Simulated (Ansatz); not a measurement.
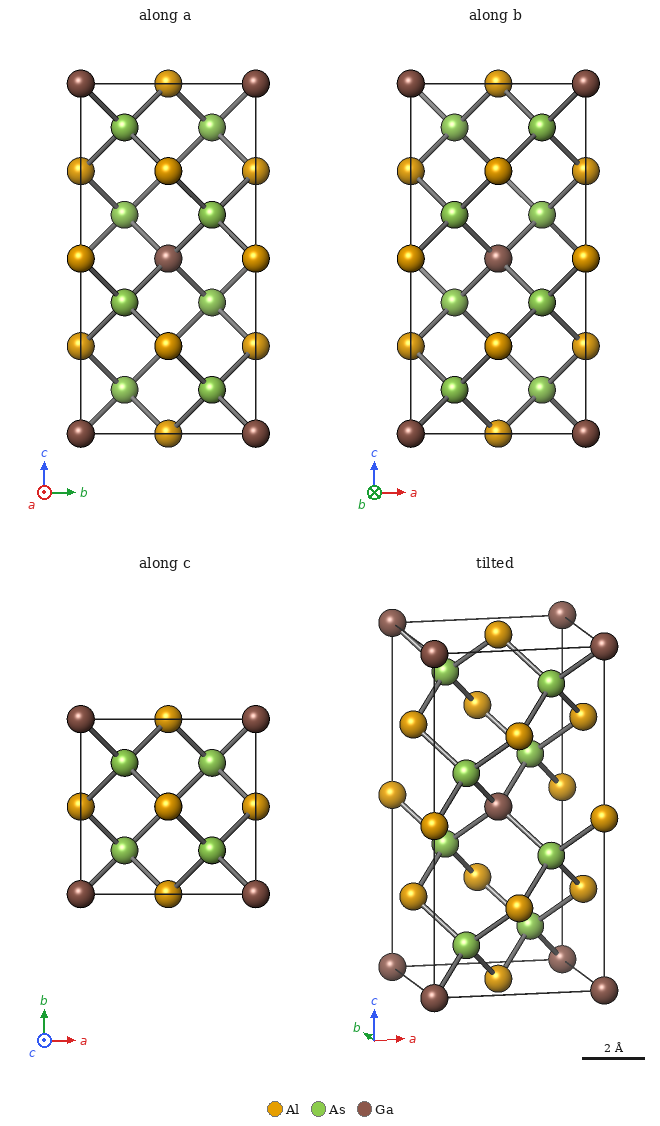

This ball-and-stick model is shown along the a axis, along the b axis, along the c axis and slightly off an axis. The conventional unit cell is drawn as a box.

Lattice parameters: a = 5.676 Å, b = 5.676 Å, c = 11.352 Å, α = 90.00°, β = 90.00°, γ = 90.00°.

Express the structure as a table of Wyckoff sites.

Answer. Space group I-42m (No. 121).
| atom | site | x | y | z |
| --- | --- | --- | --- | --- |
| Al | 4d | 0.0000 | 0.5000 | 0.2500 |
| As | 8i | 0.2499 | 0.7501 | 0.3748 |
| Al | 2b | 0.5000 | 0.5000 | 0.0000 |
| Ga | 2a | 0.0000 | 0.0000 | 0.0000 |

The structure was taken from a structure type filled with these elements by a generator (whether the compound takes this form wasn't checked). The picture shows the end point of a geometry optimisation with Ansatz 0.2.0, DFT, r2SCAN, plane waves, PAW.
